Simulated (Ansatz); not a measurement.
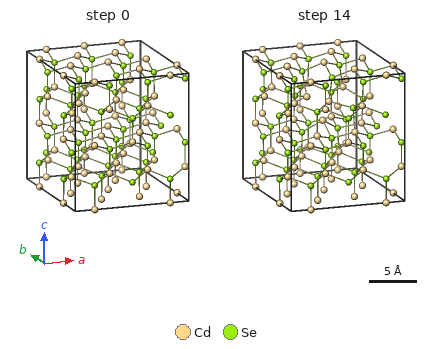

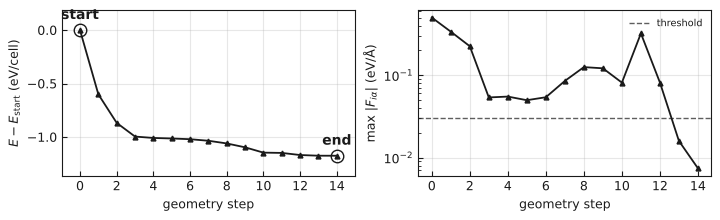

First and last geometry of a relaxation of a defect cell of composition Cd48Se47, with the history of the run. The picture is a ball-and-stick view of the cell of the calculation (origin shifted), seen slightly off an axis.

The calculation used DFT, PBEsol, PAW, plane waves (Ansatz 0.2.0). Set-up: plane-wave cutoff 420 eV; k-point mesh 1 × 1 × 1; mesh shifted by (0.25, 0.25, 0.25); no spin polarisation; atoms relaxed in a fixed cell; force threshold 0.03 eV/Å; at most 80 steps.

Question: Read the history and describe the run.

Answer: It converged. The energy falls by 1.175 eV per cell of the calculation in 14 geometry steps. Largest force component: 0.5 eV/Å at the start, 0.0074 eV/Å at the end. The atom that moves furthest is a Cd atom (0.74 Å roughly along [−1 −1 3]). By element the largest moves are Cd 0.74 Å, Se 0.36 Å. The lattice vectors keep their values. Some distances before and after: Cd–Se 2.664 → 2.813 Å, Cd–Se 2.625 → 2.770 Å, Cd–Se 2.582 → 2.708 Å, Cd–Se 2.646 → 2.759 Å. Bond angles that change, for instance: Se–Cd–Se 109.6° → 91.5°, Se–Cd–Se 108.5° → 91.5°, Se–Cd–Se 109.3° → 93.6°. Cost: 28 s on 1 × NVIDIA GB200 with 8 threads of Arm Neoverse-V2, peak memory 2.7 GiB.
